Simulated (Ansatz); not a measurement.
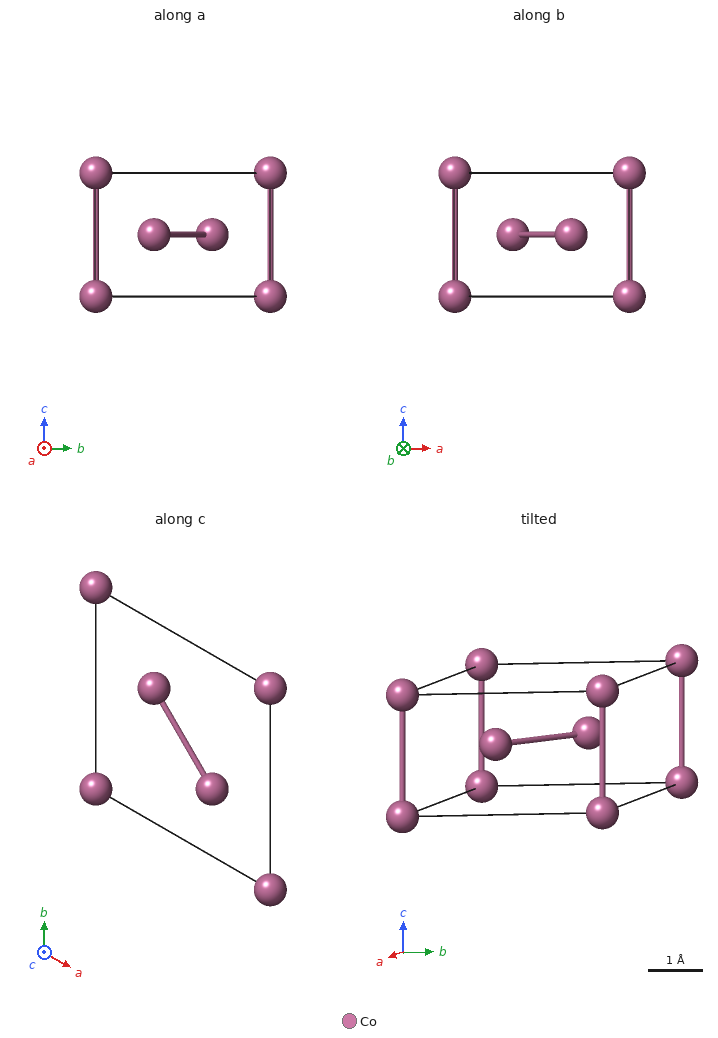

The image is a ball-and-stick drawing of a crystal, viewed along the a axis, along the b axis, along the c axis and slightly off an axis. The edges of the conventional unit cell are marked.

Lattice parameters: a = 3.749 Å, b = 3.749 Å, c = 2.296 Å, α = 90.00°, β = 90.00°, γ = 120.00°. Put a along x and b in the xy plane.

Record the structure as a POSCAR file.

Answer.
```
Co
1.0
     3.749    0.000    0.000
    -1.875    3.247    0.000
     0.000    0.000    2.296
Co
3
Direct
  0.0000 0.0000 0.0000
  0.3333 0.6667 0.5000
  0.6667 0.3333 0.5000
```

The cell started as a structure type filled with this element by a generator (whether the element takes this form wasn't checked). Earlier steps of the study may have refined or changed the cell and positions. It went into a calculation with Ansatz.

At this level of theory the cell isn't at rest (compressed, at 28 GPa), so its distances can differ from those at equilibrium, the more so the softer the solid.
